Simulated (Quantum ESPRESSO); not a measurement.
# Easy axis of CoO with Quantum ESPRESSO

Wanted: the anisotropy energy of CoO and its cost.

Method: PBEsol; plane waves with PseudoDojo 0.4.1 SR PBEsol standard potentials, then spin–orbit coupling on the fully relativistic files of the same set, in Quantum ESPRESSO 7.5.

**1. Starting point**

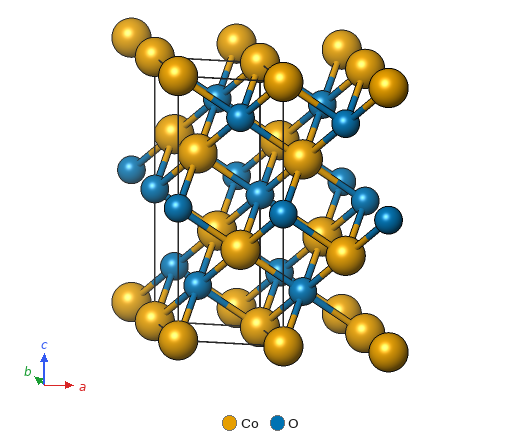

The starting structure, seen slightly off an axis (cobalt orange, oxygen blue). 2×2×1 cells are drawn. This picture shows the conventional cell, with its axes. Bonds to atoms that aren't drawn are left out. Some periodic images of atoms are drawn too.

The cell comes from Materials Project 2023-11-01, a database of computed structures, and need not be the stable phase.

**2. Collinear run on scalar-relativistic files**

Contents of pw.in:

```
&CONTROL
  calculation = 'scf'
  prefix = 'pwscf'
  outdir = './tmp'
  pseudo_dir = './pseudo'
  disk_io = 'low'
/
&SYSTEM
  ibrav = 0
  celldm(1) = 8
  nat = 2
  ntyp = 2
  ecutwfc = 82
  nbnd = 20
  occupations = 'smearing'
  smearing = 'fd'
  degauss = 0.00367493
  nspin = 2
  starting_magnetization(1) = 0.1765
  starting_magnetization(2) = 0
/
&ELECTRONS
  conv_thr = 4d-11
  electron_maxstep = 150
  mixing_beta = 0.3
/
ATOMIC_SPECIES
Co     58.9332 Co.upf
O      15.9990 O.upf
CELL_PARAMETERS alat
   0.3556156410088    0.2053147860706    0.5763492021029
  -0.3556156410088    0.2053147860706    0.5763492021029
   0.0000000000000   -0.4106295721413    0.5763492021029
ATOMIC_POSITIONS crystal
Co      0.0000000000    0.0000000000    0.0000000000
O       0.5000000000    0.5000000000    0.5000000000
K_POINTS automatic
8 8 8 0 0 0
```

Launch:

```bash
$ OMP_NUM_THREADS=1 mpirun -n 2 pw.x -nk 2 -in pw.in > pw.out
```

The log of the run:

```text
Program PWSCF v.7.5 starts

     Message from routine setup:
     using ibrav=0 with symmetry is DISCOURAGED, use correct ibrav instead

     K-points division:     npool     =       2
     Subspace diagonalization in iterative solution of the eigenvalue problem:

     G-vector sticks info
     --------------------
     sticks:   dense  smooth     PW     G-vecs:    dense   smooth      PW
     Sum         737     737    235                12993    12993    2277

     Using Slab Decomposition

     bravais-lattice index     =            0
     lattice parameter (alat)  =       8.0000  a.u.
     unit-cell volume          =     129.2730 (a.u.)^3
     number of atoms/cell      =            2
     number of atomic types    =            2
     number of electrons       =        23.00
     number of Kohn-Sham states=           20
     kinetic-energy cutoff     =      82.0000  Ry
     charge density cutoff     =     328.0000  Ry
     scf convergence threshold =      4.0E-11
     mixing beta               =       0.3000
     number of iterations used =            8  plain     mixing
     Exchange-correlation= PBESOL
                           (   1   4  10   8   0   0   0)

     celldm(1)=   8.000000  celldm(2)=   0.000000  celldm(3)=   0.000000
     celldm(4)=   0.000000  celldm(5)=   0.000000  celldm(6)=   0.000000

     crystal axes: (cart. coord. in units of alat)
               a(1) = (   0.355616   0.205315   0.576349 )
               a(2) = (  -0.355616   0.205315   0.576349 )
               a(3) = (   0.000000  -0.410630   0.576349 )

     reciprocal axes: (cart. coord. in units 2 pi/alat)
               b(1) = (  1.406012  0.811762  0.578353 )
               b(2) = ( -1.406012  0.811762  0.578353 )
               b(3) = (  0.000000 -1.623523  0.578353 )

     PseudoPot. # 1 for Co read from file:
     Co.upf
     Pseudo is Norm-conserving + core correction, Zval = 17.0
     Generated using ONCVPSP code by D. R. Hamann
     Using radial grid of 1388 points,  6 beta functions with:
                l(1) =   0
                l(2) =   0
                l(3) =   1
                l(4) =   1
                l(5) =   2
                l(6) =   2

     PseudoPot. # 2 for O  read from file:
     O.upf
     Pseudo is Norm-conserving + core correction, Zval =  6.0
     Generated using ONCVPSP code by D. R. Hamann
     Using radial grid of  936 points,  5 beta functions with:
                l(1) =   0
                l(2) =   0
                l(3) =   1
                l(4) =   1
                l(5) =   2

     atomic species   valence    mass     pseudopotential
     Co               17.00    58.93320     Co( 1.00)
     O                 6.00    15.99900     O ( 1.00)

     Starting magnetic structure
     atomic species   magnetization
     Co              0.176
     O               0.000

     12 Sym. Ops., with inversion, found

   Cartesian axes

     site n.     atom                  positions (alat units)
         1        Co     tau(   1) = (   0.0000000   0.0000000   0.0000000  )
         2        O      tau(   2) = (   0.0000000  -0.0000000   0.8645238  )

     number of k points=    65  Fermi-Dirac smearing, width (Ry)=  0.0037
                       cart. coord. in units 2pi/alat
        k(    1) = (   0.0000000   0.0000000   0.0000000), wk =   0.0019531
        k(    2) = (   0.0000000  -0.2029404   0.0722941), wk =   0.0117188
        k(    3) = (   0.0000000  -0.4058808   0.1445883), wk =   0.0117188
        k(    4) = (   0.0000000  -0.6088212   0.2168824), wk =   0.0117188
        k(    5) = (   0.0000000   0.8117616  -0.2891765), wk =   0.0058594
        [... 60 further k-points ...]

     Dense  grid:    12993 G-vectors     FFT dimensions: (  36,  36,  36)

     Generating pointlists ...
     new r_m :   0.2069 (alat units)  1.6555 (a.u.) for type    1
     new r_m :   0.2069 (alat units)  1.6555 (a.u.) for type    2

     Initial potential from superposition of free atoms

     starting charge      22.9997, renormalised to      23.0000
     Starting wfcs are   14 randomized atomic wfcs +    6 random wfcs

     Self-consistent Calculation

     iteration #  1     ecut=    82.00 Ry     beta= 0.30
     Davidson diagonalization with overlap
     ethr =  1.00E-02,  avg # of iterations =  4.9

     Threshold (ethr) on eigenvalues was too large:
     Diagonalizing with lowered threshold

     Davidson diagonalization with overlap
     ethr =  9.99E-04,  avg # of iterations =  1.0

     total energy              =    -338.49117142 Ry
     estimated scf accuracy    <       0.22994849 Ry

     total magnetization       =     3.00 Bohr mag/cell
     absolute magnetization    =     3.00 Bohr mag/cell

     iteration #  2     ecut=    82.00 Ry     beta= 0.30
     Davidson diagonalization with overlap
     ethr =  1.00E-03,  avg # of iterations =  1.4

     total energy              =    -338.52161769 Ry
     estimated scf accuracy    <       0.06717736 Ry

     total magnetization       =     2.65 Bohr mag/cell
     absolute magnetization    =     2.65 Bohr mag/cell

     iteration #  3     ecut=    82.00 Ry     beta= 0.30
     Davidson diagonalization with overlap
     ethr =  2.92E-04,  avg # of iterations =  1.3

     total energy              =    -338.53218858 Ry
     estimated scf accuracy    <       0.02192670 Ry

     total magnetization       =     2.89 Bohr mag/cell
     absolute magnetization    =     2.90 Bohr mag/cell

     [... further iterations left out ...]

     iteration # 12     ecut=    82.00 Ry     beta= 0.30
     Davidson diagonalization with overlap
     ethr =  3.50E-11,  avg # of iterations =  1.9

     total energy              =    -338.53677883 Ry
     estimated scf accuracy    <          1.1E-09 Ry

     total magnetization       =     2.96 Bohr mag/cell
     absolute magnetization    =     2.97 Bohr mag/cell

     iteration # 13     ecut=    82.00 Ry     beta= 0.30
     Davidson diagonalization with overlap
     ethr =  4.69E-12,  avg # of iterations =  1.5

     total energy              =    -338.53677883 Ry
     estimated scf accuracy    <          4.3E-10 Ry

     total magnetization       =     2.96 Bohr mag/cell
     absolute magnetization    =     2.97 Bohr mag/cell

     iteration # 14     ecut=    82.00 Ry     beta= 0.30
     Davidson diagonalization with overlap
     ethr =  1.88E-12,  avg # of iterations =  1.9

     total energy              =    -338.53677883 Ry
     estimated scf accuracy    <          6.1E-11 Ry

     total magnetization       =     2.96 Bohr mag/cell
     absolute magnetization    =     2.97 Bohr mag/cell

     iteration # 15     ecut=    82.00 Ry     beta= 0.30
     Davidson diagonalization with overlap
     ethr =  2.63E-13,  avg # of iterations =  1.0

     Magnetic moment per site  (integrated on atomic sphere of radius R)
     atom   1 (R=0.207)  charge= 14.6031  magn=  2.4961
     atom   2 (R=0.207)  charge=  5.7367  magn=  0.3489

     End of self-consistent calculation

     Number of k-points >= 100: set verbosity='high' to print the bands.

     the Fermi energy is    14.2394 ev

!    total energy              =    -338.53677883 Ry
     estimated scf accuracy    <          3.0E-11 Ry
     smearing contrib. (-TS)   =      -0.00239891 Ry
     internal energy E=F+TS    =    -338.53437992 Ry

     The total energy is F=E-TS. E is the sum of the following terms:
     one-electron contribution =    -151.92107908 Ry
     hartree contribution      =      90.60382098 Ry
     xc contribution           =     -63.87376253 Ry
     ewald contribution        =    -213.34335928 Ry

     total magnetization       =     2.96 Bohr mag/cell
     absolute magnetization    =     2.97 Bohr mag/cell

     convergence has been achieved in  15 iterations

=------------------------------------------------------------------------------=
   JOB DONE.
=------------------------------------------------------------------------------=
```

Run time: 43 s. Hardware: 2 MPI ranks of Arm Neoverse V2, shared host; peak memory 0.19 GiB; 85 s of CPU time.

Spin moment in the atom's sphere by atom:

| atom | spin moment in the atom's sphere (μB) |
| --- | --- |
| Co1 | 2.50 |
| O2 | 0.35 |

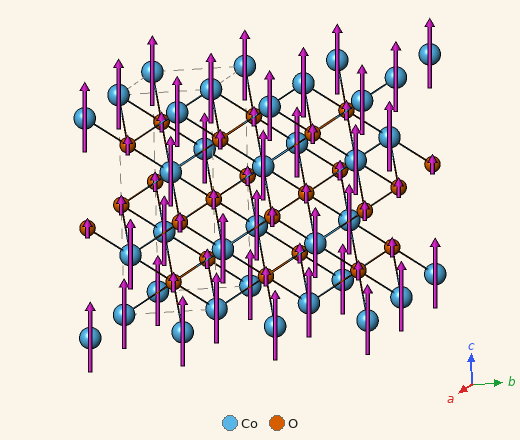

Spin moment in the atom's sphere as arrows, the longest 2.50 μB. Up and down stand for the sign. Arrows give size and sign along the axis of quantisation, drawn up and down the page. Each arrow also spans its atom, so small moments look longer than they are. Bonds to atoms that aren't drawn are left out. 2×3×1 conventional cells are drawn. Some periodic images of atoms are drawn too.

This step gave:

- smearing term TS: 0.03264 eV
- magnetization: 2.956 μB
- absolute magnetization: 2.974 μB
- final state: ferromagnetic

**3. One pass along [001] on 10×10×10**

Each pass runs in a folder of its own that holds a copy of a collinear save from that input. The collinear spin density is turned to the axis, and its potential is diagonalised once with spin–orbit coupling on fully relativistic PseudoDojo files; the sums over occupied states, with the smearing term, are then compared.

Contents of pass.in:

```
&CONTROL
  calculation = 'nscf'
  prefix = 'pwscf'
  outdir = './tmp'
  pseudo_dir = './pseudo_fr'
  disk_io = 'nowf'
/
&SYSTEM
  ibrav = 0
  celldm(1) = 8
  nat = 2
  ntyp = 2
  ecutwfc = 82
  nbnd = 36
  occupations = 'smearing'
  smearing = 'fd'
  degauss = 0.00367493
  noncolin = .true.
  lspinorb = .true.
  lforcet = .true.
  starting_magnetization(1) = 0.1765
  angle1(1) = 0
  angle2(1) = 180
  starting_magnetization(2) = 0
  angle1(2) = 0
  angle2(2) = 180
/
&ELECTRONS
  conv_thr = 4d-11
  electron_maxstep = 150
  mixing_beta = 0.3
  startingpot = 'file'
  startingwfc = 'random'
  diago_thr_init = 1d-09
  diago_full_acc = .true.
/
ATOMIC_SPECIES
Co     58.9332 Co.upf
O      15.9990 O.upf
CELL_PARAMETERS alat
   0.3556156410088    0.2053147860706    0.5763492021029
  -0.3556156410088    0.2053147860706    0.5763492021029
   0.0000000000000   -0.4106295721413    0.5763492021029
ATOMIC_POSITIONS crystal
Co      0.0000000000    0.0000000000    0.0000000000
O       0.5000000000    0.5000000000    0.5000000000
K_POINTS automatic
10 10 10 0 0 0
```

Launch:

```bash
$ OMP_NUM_THREADS=1 mpirun -n 2 pw.x -nk 2 -in pass.in > pass.out
```

The log of the run:

```text
[banner, memory and clock lines left out]
Program PWSCF v.7.5 starts

     Fixed quantization axis for GGA:    -0.000000    0.000000    1.000000
     Message from routine setup:
     using ibrav=0 with symmetry is DISCOURAGED, use correct ibrav instead

     bravais-lattice index     =            0
     lattice parameter (alat)  =       8.0000  a.u.
     unit-cell volume          =     129.2730 (a.u.)^3
     number of atoms/cell      =            2
     number of atomic types    =            2
     number of electrons       =        23.00
     number of Kohn-Sham states=           36
     kinetic-energy cutoff     =      82.0000  Ry
     charge density cutoff     =     328.0000  Ry
     Exchange-correlation= PBESOL
                           (   1   4  10   8   0   0   0)
     Noncollinear calculation with spin-orbit

     [... lines left out ...]
     PseudoPot. # 1 for Co read from file:
     Co.upf
     Pseudo is Norm-conserving + core correction, Zval = 17.0

     PseudoPot. # 2 for O  read from file:
     O.upf
     Pseudo is Norm-conserving + core correction, Zval =  6.0

     atomic species   valence    mass     pseudopotential
     Co               17.00    58.93320     Co( 1.00)
     O                 6.00    15.99900     O ( 1.00)

     12 Sym. Ops., with inversion, found

   Cartesian axes

     site n.     atom                  positions (alat units)
         1        Co     tau(   1) = (   0.0000000   0.0000000   0.0000000  )
         2        O      tau(   2) = (   0.0000000  -0.0000000   0.8645238  )

     number of k points=   116  Fermi-Dirac smearing, width (Ry)=  0.0037

     Number of k-points >= 100: set verbosity='high' to print them.

     Dense  grid:    12993 G-vectors     FFT dimensions: (  36,  36,  36)

     Generating pointlists ...
     new r_m :   0.2069 (alat units)  1.6555 (a.u.) for type    1
     new r_m :   0.2069 (alat units)  1.6555 (a.u.) for type    2
     Message from routine read_rhog:
     some spin components not found

 -----------
Spin angles Theta, Phi (degree) =   0.0000180.0000
 -----------

     The potential is recalculated from file :
     [... lines left out ...]
     Starting wfcs are random

     Band Structure Calculation
     Davidson diagonalization with overlap

     ethr =  1.00E-09,  avg # of iterations = 24.9

     End of band structure calculation

     Number of k-points >= 100: set verbosity='high' to print the bands.

     the Fermi energy is    14.2626 ev
     (compare with:    14.2394 eV, computed in scf)
```

Run time: 78 s. Hardware: 2 MPI ranks; peak memory 0.13 GiB.

**4. One pass along [100] on 10×10×10**

pass.in, as its differences from that of step 3:

```diff
@@ -21,7 +21,7 @@
   starting_magnetization(1) = 0.1765
-  angle1(1) = 0
-  angle2(1) = 180
+  angle1(1) = 90
+  angle2(1) = -0
   starting_magnetization(2) = 0
-  angle1(2) = 0
-  angle2(2) = 180
+  angle1(2) = 90
+  angle2(2) = -0
 /
```

The log of the run:

```text
     [... lines left out ...]
Program PWSCF v.7.5 starts
     [... lines left out ...]
     number of atoms/cell      =            2
     [... lines left out ...]
     number of electrons       =        23.00
     number of Kohn-Sham states=           36
     kinetic-energy cutoff     =      82.0000  Ry
     charge density cutoff     =     328.0000  Ry
     [... lines left out ...]
     Noncollinear calculation with spin-orbit
     [... lines left out ...]
      4 Sym. Ops., with inversion, found
     [... lines left out ...]
     number of k points=   282  Fermi-Dirac smearing, width (Ry)=  0.0037
     [... lines left out ...]
Spin angles Theta, Phi (degree) =  90.0000 -0.0000
     [... lines left out ...]
     the Fermi energy is    14.2625 ev
     (compare with:    14.2394 eV, computed in scf)
```

Wall time 3.1 min (2 MPI ranks); peak memory 0.13 GiB.

**5. The smearing term**

The sum of energies times occupations is what pw.x prints as eband (for fewer than 100 k points). With Fermi–Dirac smearing the quantity to compare holds −TS as well, computed here from the energies and weights in the run's XML file (meV a cell, from the first axis, mesh 10×10×10):

| axis | plain sum | −TS | free energy |
| --- | --- | --- | --- |
| [001] | 0.0000 | 0.0000 | 0.0000 |
| [100] | -0.0548 | 0.0138 | -0.0410 |

**6. The axes together**

A pass yields neither state nor moment: for the force theorem these columns are the collinear run's. Anisotropy, by row:

| way | mesh | axis | state | energy less the first axis' (meV a primitive cell) | largest spin moment (μB) | CPU time (s) |
| --- | --- | --- | --- | --- | --- | --- |
| force theorem | 10x10x10 | [001] | ferromagnetic | 0 | 2.496 | 156.4 |
| force theorem | 10x10x10 | [100] | ferromagnetic | -0.04101 | 2.496 | 366.8 |

**7. Outcome**

```yaml
state: ferromagnetic
largest_spin_moment: 2.50 μB
easy_axis_of_those_tried_on_this_mesh: not resolved
energy_along_100_less_001_force_theorem: -0.0410 meV a primitive cell, -0.34 MJ/m³
```

In words: On 10×10×10, leaving out the smearing term would shift a difference by 0.014 meV, against 0.041 meV for the largest. Differences this small usually change with the mesh, so the easy axis is taken as not resolved. One mesh cannot show that the size is converged, and with itinerant moments even the sign can change with the mesh. Shape anisotropy is not included. The moments were started parallel in the primitive cell; if the crystal orders otherwise, its anisotropy is another. No Hubbard term acts here. In such compounds local and semilocal functionals without one often delocalise the d electrons, and can shrink or lose moments and miss the size, sign and order of the couplings. The cutoff lies under the 96 Ry that these files are usually run at. The smearing term is large for its width, so states at the Fermi level are partly filled: at this level the cell is a metal or has a gap of a few widths at most.

[Logs and program files are shortened in this print: banners, set-up blocks, solver, clock and traceback lines can be left out without a mark of their own.]

[Logs are printed without paths, hosts, clocks, repeated set-up lines and the standing remarks that a program may print on its own settings, such as how far it seeks lower states.]

[Hosts, paths, dates, database ids (printed as entryN), source tags and the programs' standing remarks are cut or masked in the printed files.]

[Where a cell is said to come from a database of computed structures, the database is the Materials Project.]
